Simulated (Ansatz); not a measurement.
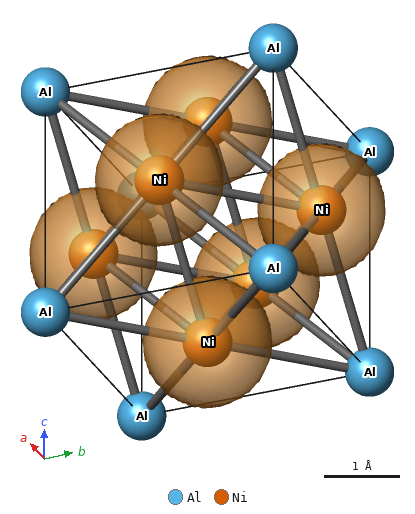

AlNi₃. Isosurface of the valence electron density at 0.8 e/Å³ (orange), seen at an oblique angle. Sticks mark near contacts.

Space group Pm-3m; computed pressure about 40 GPa in this cell; the program warned that a starting moment wasn't kept; spin-polarised.

Computed with DFT LDA, scalar-relativistic, plane waves, PAW in Ansatz.

The density is the valence pseudo-density of a PAW calculation; it isn't the true density close to the nuclei.

```cif
data_structure
_symmetry_space_group_name_H-M 'P 1'
_symmetry_Int_Tables_number 1
_cell_length_a 3.3291
_cell_length_b 3.3291
_cell_length_c 3.3291
_cell_angle_alpha 90.000
_cell_angle_beta 90.000
_cell_angle_gamma 90.000
_cell_volume 36.90
loop_
_atom_site_label
_atom_site_type_symbol
_atom_site_fract_x
_atom_site_fract_y
_atom_site_fract_z
_atom_site_occupancy
Al1 Al 0.00000 0.00000 0.00000 1
Ni1 Ni 0.00000 0.50000 0.50000 1
Ni2 Ni 0.50000 0.00000 0.50000 1
Ni3 Ni 0.50000 0.50000 0.00000 1
```

**What does this surface tell about the bonding?**

At this value the density breaks into separate islands; it holds about 80 % of the electrons treated as valence (semicore included). It bridges none of the near contacts. It is pinched off along the shortest Al–Ni (2.35 Å) and Ni–Ni (2.35 Å) contacts. On the grid the lowest density along these lines, outside the cores, is 0.31 e/Å³ (Al–Ni, 2.35 Å) and 0.44 e/Å³ (Ni–Ni, 2.35 Å).
